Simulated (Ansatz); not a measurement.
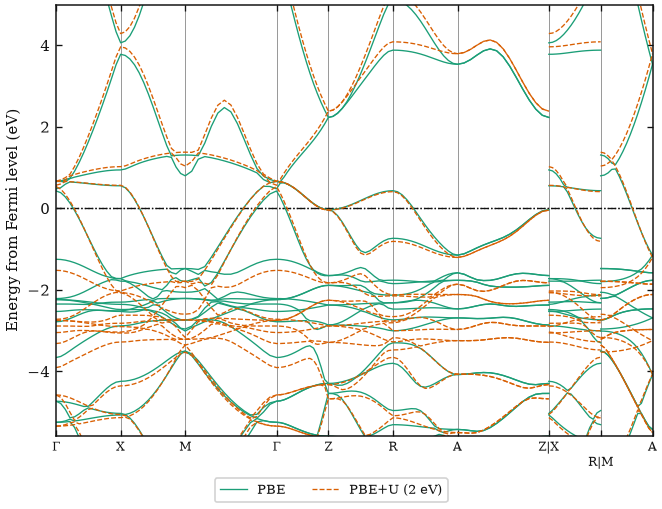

Band structures of CuO, space group P4_2/mmc, 4 atoms in the cell (a = 3.422 Å, c = 4.260 Å (tetragonal axes)), by two methods on the same cell. Each is counted from its own Fermi level.

**How do the methods compare?**

Both give a metal. Levels within 1 eV of the Fermi level differ by 0.05 eV on average and by 0.24 eV at most (between M and A). Filled levels 1 to 5 eV under it lie 0.32 eV deeper on average in PBE+U (2 eV) than in PBE.

Settings. PBE: Ansatz PAW, no spin polarisation, no spin-orbit coupling, 8×8×6 k mesh, 420 eV cutoff, Fermi-Dirac smearing of 0.05 eV (Ansatz 0.2.0). PBE+U (2 eV): Cu d U = 2 eV, Ansatz PAW, no spin polarisation, no spin-orbit coupling, 8×8×6 k mesh, 420 eV cutoff, Fermi-Dirac smearing of 0.05 eV (Ansatz 0.2.0).

The run has no spin polarisation, though such a crystal can be magnetic. The usual form of CuO is monoclinic. The cell was built from a pattern and not relaxed, so its bond lengths can be off. Semilocal functionals often make such compounds metallic where correlation or magnetic order opens a gap, which also shifts bond lengths.
